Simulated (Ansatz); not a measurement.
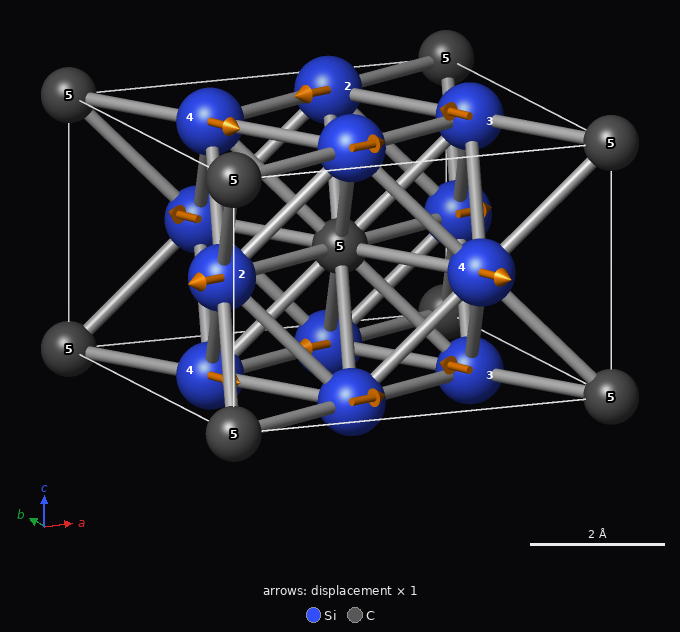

This is a relaxation of solid Si4C (a generated structure, set up in I4/m) (coarse preliminary run). The starting structure is drawn; orange arrows show the displacements (the part carried along by the change of the cell is left out), at their true length.

Style: ball-and-stick. Shown: the conventional cell (2 times the calculation's cell), slightly off an axis. Lengths and directions refer to the drawn axes.

All numbers below come from DFT PBE, scalar-relativistic, plane waves, PAW (Ansatz 0.2.0).

Input file:
```yaml
crystal:
  lattice:
    - [-3.07557146, 3.07557146, 1.94516219]
    - [3.07557146, -3.07557146, 1.94516219]
    - [3.07557146, 3.07557146, -1.94516219]
  atoms:
    - { symbol: Si, position: [0.8, 0.4, 0.2] }
    - { symbol: Si, position: [0.2, 0.6, 0.8] }
    - { symbol: Si, position: [0.6, 0.8, 0.4] }
    - { symbol: Si, position: [0.4, 0.2, 0.6] }
    - { symbol: C, position: [0.0, 0.0, 0.0] }
basis:
  ecutwfc: 420
kpoints:
  mp_grid: { grid: [6, 6, 6] }
hamiltonian:
  xc: pbe
scf:
  occupations: { method: gaussian, width: 0.1 }
  lower_state_search: "off"
output:
  forces: true
  stress: true
  eigenvalues: true
relax:
  adjacent_minimum: "off"
  f_tol: 0.04
  max_steps: 70
  cell: { stress_tol: 0.4 }
```

Command:
```bash
ansatz run input.yaml --threads 1 --pin off --max-ram 2560MiB --backend cpu --events-out ev --progress --plain --runs-dir out
```

**Which element moves most?**

Silicon: up to 0.68 Å, against 0.00 Å for carbon.

**Describe the change and its energy.**

The largest moves relative to the cell, 0.68 Å, are those of Si1, Si2, Si3 and Si4. Si1 goes along [3 1 0]. C stays in place. The volume changes by −15.5 %, with a = b 6.151 → 6.494 Å (+5.6 %), c 3.890 → 2.948 Å (−24.2 %). Near-neighbour distances that change, for instance: Si1–Si1 3.890 → 2.948 Å, Si1–C5 2.751 → 3.580 Å, Si1–Si2 2.751 → 3.573 Å, Si1–C5 (another image) 2.751 → 2.279 Å. Bond angles that change, for instance: Si3–Si2–Si4 120.0° → 90.0°, Si3–Si2–Si4 60.0° → 90.0°, Si3–Si2–Si3 120.0° → 145.4°. The space group (tolerance 0.01 Å) goes from I4/m (No. 87) to I4/mmm (No. 139). The energy falls by 498 meV per atom in 11 accepted moves (12 points after the start). The largest force component goes from 0.46 to 0.022 eV/Å. Pressure: −11.13 GPa at the start and 0.04 GPa at the end. At 1 point the geometry stayed and the basis and grid were re-selected for the new cell (energy shift of 0.5 meV per atom at most each time). Cost: 23 s on 1 thread of Intel(R) Xeon(R) Platinum 8488C (Sapphire Rapids) (shared host), peak memory 0.42 GiB.
